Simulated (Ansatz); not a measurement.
# Run report: MgO, geometry relaxation (part 1 of 2)

System: MgO (F-43m, 2 atoms in the cell).
Method: DFT, PBE, PAW with Ansatz's default frozen-core files, scalar-relativistic, no spin polarisation (Ansatz 0.2.0).

The structure was built on a prototype by a generator; it need not be a known phase. It belongs to a series of runs on one base structure; here: cell and atoms relaxed from a first guess. Figures and captions count atoms from 1; the log counts them from 0 in places.

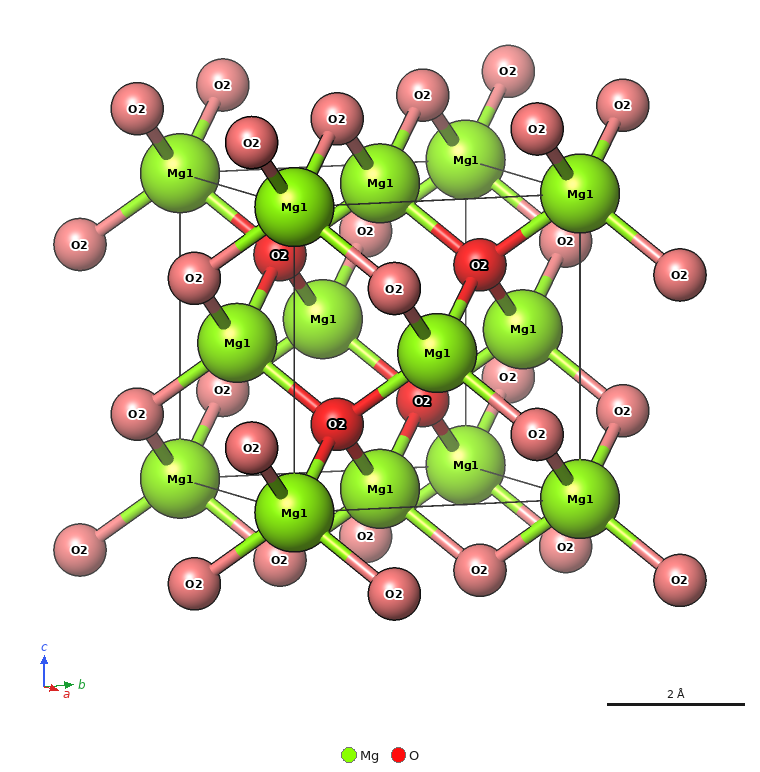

The structure as given in the input (ball-and-stick view of the cell 4 times as large as that of the calculation, set on its symmetry axes, seen slightly off an axis; neighbours outside the cell are drawn fainter; atoms are numbered from 1 in the order of the input).

## Input
```yaml
crystal:
  lattice:
    - [0.0, 2.2468001554, 2.2468001554]
    - [2.2468001554, 0.0, 2.2468001554]
    - [2.2468001554, 2.2468001554, 0.0]
  atoms:
    - { symbol: Mg, position: [0.0, 0.0, 0.0] }
    - { symbol: O, position: [0.25, 0.25, 0.25] }
kpoints:
  mp_grid: { grid: [13, 13, 13] }
scf:
  occupations: { method: fermi_dirac, width: 0.08 }
hamiltonian:
  xc: pbe
  pseudopotentials: { kind: paw }
output:
  forces: true
  stress: true
  write_density: true
  write_potential: true
  elf: true
  volumetric_format: npy
relax:
  f_tol: 0.005
  max_steps: 80
  cell: {}
```

Run on 1 thread of Arm Neoverse V2, 24 GiB of memory available, shared host.

Run as:
```bash
ansatz run input.yaml --threads 1 --pin off --max-ram 2048MiB --backend cpu --events-out ev --progress --plain --runs-dir out
```

## Output
```
Engine: ansatz 0.2.0, aarch64-unknown-linux-gnu
Pseudopotentials: kind: paw
Pseudopotential: Mg, paw, valence charge 10, recommended cutoff 420 eV (normal), Mg.paw.azcp
Pseudopotential: O, paw, valence charge 6, recommended cutoff 420 eV (normal), O.paw.azcp
Functional definition: PBE
  parameter kappa = 0.804
  parameter beta = 0.06672455060314922
  exchange = pbe_x(kappa = kappa, mu = beta*pi^2/3)
  correlation = pbe_c(beta = beta)
Crystal: 2 atoms, lattice volume = 22.684 Å³
Basis set: ecut = 420 eV, 459 PW (Γ), exchange–correlation on 48×48×48 points (8 copies of the dense FFT grid, shifted against one another)
Bands: 12, of which v1, the nominal top of the filled ones, is band 8 counted from 1 (7 counted from 0)
Symmetry: 24 space group operations
Space group: F-43m (ITA 216), of the structure as read, at distance tolerance 2.8e-5 Å
k-points: 84 of 2197 (time reversal used)
Non-local potential: Mg, projectors of the file, l = 0: 3, l = 1: 2, l = 2: 1
Non-local potential: O, projectors of the file, l = 0: 2, l = 1: 2, l = 2: 1
PAW form: soft (Blöchl's): semilocal exchange-correlation on the pseudo side does not see the compensation charge
PAW one-centre angular grid: Mg, 110 points (default); XC on 64 Gauss nodes
PAW one-centre angular grid: O, 110 points (default); XC on 64 Gauss nodes
Initial density: superposition of atomic densities (neutral atoms: chi_scale 0, normalization atom), corrected by the library's trained network
Initial wavefunctions: pseudopotential atomic-orbital guess
Functional: x = pbe(κ = 0.804, μ = 0.2195149727645171), c = pbe(β = 0.06672455060314922)
SCF iter   1: F=—  HF=-2493.881158 eV  |F-HF|=—  |Δ(HF+E_count)|=         —  Δρ=1.45e-3  dr2=4.16e-4  ethr=1.77e-3  ⟨swp⟩=5.4  Hψ=6054  notcnv=0
preconditioner: auto → none  [insulator: Δε(μ)=3.910 eV  Ē_g=17.220 eV  σ=0.080 eV  W_gap=1.00  n_scr=8 (ndim 8)  ℏωp=22.1 eV  f_vac=0.004  D(μ)=0.00/eV (n_scr^D=0)  ε∞_Penn≈2.6]
SCF iter   2: F=—  HF=-2493.880985 eV  |F-HF|=—  |Δ(HF+E_count)|=   1.73e-4  Δρ=5.75e-4  dr2=6.60e-5  ethr=2.60e-6  ⟨swp⟩=2.7  Hψ=2267  notcnv=0
SCF iter   3: F=—  HF=-2493.881016 eV  |F-HF|=—  |Δ(HF+E_count)|=   3.14e-5  Δρ=1.52e-4  dr2=3.12e-6  ethr=4.12e-7  ⟨swp⟩=3.0  Hψ=1680  notcnv=0
SCF iter   4: F=—  HF=-2493.881017 eV  |F-HF|=—  |Δ(HF+E_count)|=   3.35e-7  Δρ=4.24e-5  dr2=2.28e-7  ethr=1.95e-8  ⟨swp⟩=2.0  Hψ=1511  notcnv=0
iter 5 did not close the SCF: its close was put off for the readings that it lacked (scf_convergence_deferred on its scf_iter line)
SCF iter   5: F=-2493.881017 eV  HF=-2493.881017 eV  |F-HF|=3.60e-9  |Δ(HF+E_count)|=   3.18e-7  Δρ=3.92e-6  dr2=1.62e-9  ethr=1.43e-9  ⟨swp⟩=2.0  Hψ=1678  notcnv=0
SCF iter   6: F=-2493.881017 eV  HF=-2493.881017 eV  |F-HF|=1.55e-11  |Δ(HF+E_count)|=   2.69e-9  Δρ=4.01e-7  dr2=1.67e-11  ethr=1.01e-11  ⟨swp⟩=4.8  Hψ=5038  notcnv=0
SCF 1 converged in 6 iterations: F = -2493.881017 eV  dr2 = 1.67e-11
  greatest PAW one-centre occupation: 1.000 electrons in one spin orbital (limit 2), on the Mg atom at site 0 (counted from 0), in its partial waves of l = 0
relax step   1: F+E_penalty+E_count = -2493.88101694 eV  Δ(F+E_penalty+E_count) = +0.000e0 eV  max|allowed force component| = 1.619e-16 eV/Å  Δτ_max = 0.0000 Å  P = +10.472 GPa  Ω = 22.684 Å³  (6 SCF iters, accepted)
Crystal: 2 atoms, lattice volume = 23.424 Å³
Initial density: handed on by an earlier stage of this run
Initial wavefunctions: those handed on with the density
iter 1 solved again at ethr=2.31e-5 eV; its pass at ethr=3.10e-3 eV (dr2=3.70e-3 eV) is discarded
SCF iter   1: F=—  HF=-2493.916292 eV  |F-HF|=—  |Δ(HF+E_count)|=         —  Δρ=4.06e-3  dr2=3.72e-3  ethr=2.31e-5  ⟨swp⟩=1.0  Hψ=7248  notcnv=0
preconditioner: auto → none  [insulator: Δε(μ)=3.715 eV  Ē_g=16.905 eV  σ=0.080 eV  W_gap=1.00  n_scr=8 (ndim 8)  ℏωp=21.7 eV  f_vac=0.019  D(μ)=0.00/eV (n_scr^D=0)  ε∞_Penn≈2.6]
SCF iter   2: F=—  HF=-2493.915644 eV  |F-HF|=—  |Δ(HF+E_count)|=   6.48e-4  Δρ=2.34e-3  dr2=8.56e-4  ethr=2.31e-5  ⟨swp⟩=2.0  Hψ=1345  notcnv=0
SCF iter   3: F=—  HF=-2493.915424 eV  |F-HF|=—  |Δ(HF+E_count)|=   2.20e-4  Δρ=5.84e-4  dr2=8.48e-5  ethr=5.35e-6  ⟨swp⟩=2.0  Hψ=1284  notcnv=0
SCF iter   4: F=—  HF=-2493.915494 eV  |F-HF|=—  |Δ(HF+E_count)|=   7.06e-5  Δρ=1.25e-4  dr2=3.05e-6  ethr=5.30e-7  ⟨swp⟩=2.0  Hψ=1260  notcnv=0
SCF iter   5: F=-2493.915496 eV  HF=-2493.915496 eV  |F-HF|=2.75e-8  |Δ(HF+E_count)|=   2.02e-6  Δρ=1.67e-5  dr2=4.41e-8  ethr=1.25e-9  ⟨swp⟩=7.1  Hψ=5965  notcnv=0
SCF 2 converged in 5 iterations: F = -2493.915496 eV  dr2 = 4.41e-8
relax step   2: F+E_penalty+E_count = -2493.91549626 eV  Δ(F+E_penalty+E_count) = -3.448e-2 eV  max|allowed force component| = 1.272e-16 eV/Å  Δτ_max = 0.0000 Å  P = +5.589 GPa  Ω = 23.424 Å³  energy of the carried Pulay correction = -2.324e-3 eV  (5 SCF iters, dr2 threshold 2.00e-7 eV, accepted)
Crystal: 2 atoms, lattice volume = 24.332 Å³
Basis set: ecut = 420 eV, 531 PW (Γ), exchange–correlation on 48×48×48 points (8 copies of the dense FFT grid, shifted against one another)
iter 1 solved again at ethr=2.98e-5 eV; its pass at ethr=3.10e-3 eV (dr2=4.76e-3 eV) is discarded
SCF iter   1: F=—  HF=-2493.930425 eV  |F-HF|=—  |Δ(HF+E_count)|=         —  Δρ=4.49e-3  dr2=4.79e-3  ethr=2.98e-5  ⟨swp⟩=1.0  Hψ=7215  notcnv=0
preconditioner: auto → none  [insulator: Δε(μ)=3.500 eV  Ē_g=16.555 eV  σ=0.080 eV  W_gap=1.00  n_scr=8 (ndim 8)  ℏωp=21.3 eV  f_vac=0.027  D(μ)=0.00/eV (n_scr^D=0)  ε∞_Penn≈2.7]
SCF iter   2: F=—  HF=-2493.929649 eV  |F-HF|=—  |Δ(HF+E_count)|=   7.77e-4  Δρ=2.66e-3  dr2=1.18e-3  ethr=2.98e-5  ⟨swp⟩=2.0  Hψ=1385  notcnv=0
SCF iter   3: F=—  HF=-2493.929362 eV  |F-HF|=—  |Δ(HF+E_count)|=   2.86e-4  Δρ=7.06e-4  dr2=1.30e-4  ethr=7.39e-6  ⟨swp⟩=2.0  Hψ=1273  notcnv=0
SCF iter   4: F=—  HF=-2493.929440 eV  |F-HF|=—  |Δ(HF+E_count)|=   7.73e-5  Δρ=1.60e-4  dr2=6.03e-6  ethr=8.13e-7  ⟨swp⟩=2.0  Hψ=1260  notcnv=0
SCF iter   5: F=-2493.929444 eV  HF=-2493.929443 eV  |F-HF|=1.16e-7  |Δ(HF+E_count)|=   3.69e-6  Δρ=2.11e-5  dr2=8.81e-8  ethr=1.25e-9  ⟨swp⟩=7.2  Hψ=5752  notcnv=0
SCF 3 converged in 5 iterations: F = -2493.929444 eV  dr2 = 8.81e-8
relax step   3: F+E_penalty+E_count = -2493.92944353 eV  Δ(F+E_penalty+E_count) = -1.395e-2 eV  max|allowed force component| = 1.156e-16 eV/Å  Δτ_max = 0.0000 Å  P = +0.446 GPa  Ω = 24.332 Å³  energy of the carried Pulay correction = -5.076e-3 eV  (5 SCF iters, dr2 threshold 2.00e-7 eV, accepted)
Crystal: 2 atoms, lattice volume = 24.414 Å³
iter 1 solved again at ethr=2.31e-7 eV; its pass at ethr=3.10e-3 eV (dr2=3.70e-5 eV) is discarded
SCF iter   1: F=—  HF=-2493.929272 eV  |F-HF|=—  |Δ(HF+E_count)|=         —  Δρ=3.86e-4  dr2=3.65e-5  ethr=2.31e-7  ⟨swp⟩=2.7  Hψ=6863  notcnv=0
preconditioner: auto → none  [insulator: Δε(μ)=3.504 eV  Ē_g=16.548 eV  σ=0.080 eV  W_gap=1.00  n_scr=8 (ndim 8)  ℏωp=21.3 eV  f_vac=0.014  D(μ)=0.00/eV (n_scr^D=0)  ε∞_Penn≈2.7]
SCF iter   2: F=—  HF=-2493.929321 eV  |F-HF|=—  |Δ(HF+E_count)|=   4.97e-5  Δρ=2.36e-4  dr2=9.22e-6  ethr=2.28e-7  ⟨swp⟩=2.0  Hψ=1344  notcnv=0
SCF iter   3: F=—  HF=-2493.929319 eV  |F-HF|=—  |Δ(HF+E_count)|=   1.97e-6  Δρ=6.73e-5  dr2=1.18e-6  ethr=5.76e-8  ⟨swp⟩=2.0  Hψ=1259  notcnv=0
SCF iter   4: F=-2493.929320 eV  HF=-2493.929320 eV  |F-HF|=3.47e-8  |Δ(HF+E_count)|=   3.35e-7  Δρ=1.65e-5  dr2=6.88e-8  ethr=1.25e-9  ⟨swp⟩=7.0  Hψ=5636  notcnv=0
SCF 4 converged in 4 iterations: F = -2493.929320 eV  dr2 = 6.88e-8
relax step   4: F+E_penalty+E_count = -2493.92931969 eV  Δ(F+E_penalty+E_count) = +1.238e-4 eV  max|allowed force component| = 1.191e-16 eV/Å  Δτ_max = 0.0000 Å  P = +0.022 GPa  Ω = 24.414 Å³  energy of the carried Pulay correction = -5.320e-3 eV  (4 SCF iters, dr2 threshold 2.00e-7 eV, accepted)
Initial wavefunctions: pseudopotential atomic-orbital guess (no wavefunctions were taken with the density)
iter 1 solved again at ethr=1.49e-7 eV; its pass at ethr=3.10e-3 eV (dr2=2.38e-5 eV) is discarded
SCF iter   1: F=—  HF=-2493.937152 eV  |F-HF|=—  |Δ(HF+E_count)|=         —  Δρ=7.23e-4  dr2=1.92e-5  ethr=1.49e-7  ⟨swp⟩=2.4  Hψ=8413  notcnv=0
preconditioner: auto → none  [insulator: Δε(μ)=3.510 eV  Ē_g=16.550 eV  σ=0.080 eV  W_gap=1.00  n_scr=8 (ndim 8)  ℏωp=21.3 eV  f_vac=0.013  D(μ)=0.00/eV (n_scr^D=0)  ε∞_Penn≈2.6]
SCF iter   2: F=—  HF=-2493.937326 eV  |F-HF|=—  |Δ(HF+E_count)|=   1.73e-4  Δρ=3.39e-4  dr2=8.19e-6  ethr=1.20e-7  ⟨swp⟩=2.0  Hψ=1344  notcnv=0
SCF iter   3: F=—  HF=-2493.937356 eV  |F-HF|=—  |Δ(HF+E_count)|=   3.04e-5  Δρ=1.81e-4  dr2=1.91e-6  ethr=5.12e-8  ⟨swp⟩=2.0  Hψ=1277  notcnv=0
SCF iter   4: F=—  HF=-2493.937365 eV  |F-HF|=—  |Δ(HF+E_count)|=   9.36e-6  Δρ=1.47e-5  dr2=1.34e-8  ethr=1.19e-8  ⟨swp⟩=2.0  Hψ=1344  notcnv=0
SCF iter   5: F=—  HF=-2493.937365 eV  |F-HF|=—  |Δ(HF+E_count)|=   5.13e-8  Δρ=1.08e-6  dr2=6.13e-11  ethr=8.38e-11  ⟨swp⟩=2.0  Hψ=1344  notcnv=0
SCF iter   6: F=-2493.937365 eV  HF=-2493.937365 eV  |F-HF|=1.18e-11  |Δ(HF+E_count)|=  1.00e-10  Δρ=1.90e-7  dr2=1.83e-12  ethr=1.00e-12  ⟨swp⟩=5.9  Hψ=4110  notcnv=0
SCF 5 converged in 6 iterations: F = -2493.937365 eV  dr2 = 1.83e-12
relax step   5: F+E_penalty+E_count = -2493.93736531 eV  Δ(F+E_penalty+E_count) = -8.046e-3 eV  max|allowed force component| = 1.087e-16 eV/Å  Δτ_max = 0.0000 Å  P = +0.555 GPa  Ω = 24.414 Å³  stress off target by 5.55e-1 GPa  SCF on the basis re-selected at this cell (its energy is not comparable with the rows above)  (6 SCF iters)
basis re-selected at this cell: Δ(F+E_penalty+E_count) = -8.046e-3 eV, ΔP = +0.533 GPa vs the last step (what re-selecting the basis moved, of the pressure what is left beyond the Pulay correction that the steps carried, after the strain that the cell walked since its last selection, with what the two solves' SCF thresholds leave and, on support functions, any second-order correction that the steps lacked; it is no measure of the basis error at this ecutwfc). This SCF's stress stands 5.55e-1 GPa from its target on what of the cell is left free (relax.cell.stress_tol is 5.00e-2 GPa) and its largest allowed force component is 1.09e-16 eV/Å (relax.f_tol is 5.00e-3 eV/Å): not within both, so this SCF does not close the relaxation
Crystal: 2 atoms, lattice volume = 24.522 Å³
iter 1 solved again at ethr=3.83e-7 eV; its pass at ethr=3.10e-3 eV (dr2=6.13e-5 eV) is discarded
SCF iter   1: F=—  HF=-2493.937202 eV  |F-HF|=—  |Δ(HF+E_count)|=         —  Δρ=4.88e-4  dr2=5.79e-5  ethr=3.83e-7  ⟨swp⟩=2.5  Hψ=6996  notcnv=0
preconditioner: auto → none  [insulator: Δε(μ)=3.482 eV  Ē_g=16.506 eV  σ=0.080 eV  W_gap=1.00  n_scr=8 (ndim 8)  ℏωp=21.2 eV  f_vac=0.015  D(μ)=0.00/eV (n_scr^D=0)  ε∞_Penn≈2.7]
SCF iter   2: F=—  HF=-2493.937251 eV  |F-HF|=—  |Δ(HF+E_count)|=   4.94e-5  Δρ=2.94e-4  dr2=1.46e-5  ethr=3.62e-7  ⟨swp⟩=2.0  Hψ=1344  notcnv=0
SCF iter   3: F=—  HF=-2493.937247 eV  |F-HF|=—  |Δ(HF+E_count)|=   3.51e-6  Δρ=8.04e-5  dr2=1.73e-6  ethr=9.14e-8  ⟨swp⟩=2.0  Hψ=1267  notcnv=0
SCF iter   4: F=-2493.937248 eV  HF=-2493.937248 eV  |F-HF|=3.54e-8  |Δ(HF+E_count)|=   2.42e-7  Δρ=1.92e-5  dr2=9.36e-8  ethr=1.25e-9  ⟨swp⟩=6.9  Hψ=5674  notcnv=0
SCF 6 converged in 4 iterations: F = -2493.937248 eV  dr2 = 9.36e-8
relax step   6: F+E_penalty+E_count = -2493.93724777 eV  Δ(F+E_penalty+E_count) = +1.175e-4 eV  max|allowed force component| = 1.041e-16 eV/Å  Δτ_max = 0.0000 Å  P = +0.037 GPa  Ω = 24.522 Å³  energy of the carried Pulay correction = -3.164e-4 eV  (4 SCF iters, dr2 threshold 2.00e-7 eV, accepted)
iter 1 solved again at ethr=6.07e-9 eV; its pass at ethr=3.10e-3 eV (dr2=9.71e-7 eV) is discarded
SCF iter   1: F=—  HF=-2493.937541 eV  |F-HF|=—  |Δ(HF+E_count)|=         —  Δρ=3.63e-5  dr2=1.17e-7  ethr=6.07e-9  ⟨swp⟩=4.0  Hψ=9170  notcnv=0
preconditioner: auto → none  [insulator: Δε(μ)=3.484 eV  Ē_g=16.509 eV  σ=0.080 eV  W_gap=1.00  n_scr=8 (ndim 8)  ℏωp=21.2 eV  f_vac=0.015  D(μ)=0.00/eV (n_scr^D=0)  ε∞_Penn≈2.7]
SCF iter   2: F=—  HF=-2493.937600 eV  |F-HF|=—  |Δ(HF+E_count)|=   5.94e-5  Δρ=1.85e-5  dr2=3.07e-8  ethr=7.30e-10  ⟨swp⟩=2.0  Hψ=1680  notcnv=0
SCF iter   3: F=—  HF=-2493.937600 eV  |F-HF|=—  |Δ(HF+E_count)|=   3.96e-8  Δρ=7.88e-6  dr2=1.20e-8  ethr=1.92e-10  ⟨swp⟩=2.0  Hψ=1344  notcnv=0
SCF iter   4: F=—  HF=-2493.937600 eV  |F-HF|=—  |Δ(HF+E_count)|=   3.01e-9  Δρ=1.63e-6  dr2=3.48e-10  ethr=7.50e-11  ⟨swp⟩=2.0  Hψ=1189  notcnv=0
SCF iter   5: F=-2493.937600 eV  HF=-2493.937600 eV  |F-HF|=2.68e-11  |Δ(HF+E_count)|=  5.96e-11  Δρ=3.14e-7  dr2=1.12e-11  ethr=1.00e-12  ⟨swp⟩=4.8  Hψ=4774  notcnv=0
SCF 7 converged in 5 iterations: F = -2493.937600 eV  dr2 = 1.12e-11
relax step   7: F+E_penalty+E_count = -2493.93760023 eV  Δ(F+E_penalty+E_count) = -3.525e-4 eV  max|allowed force component| = 1.145e-16 eV/Å  Δτ_max = 0.0000 Å  P = +0.046 GPa  Ω = 24.522 Å³  stress off target by 4.62e-2 GPa  SCF on the basis re-selected at this cell (its energy is not comparable with the rows above)  (5 SCF iters)
```
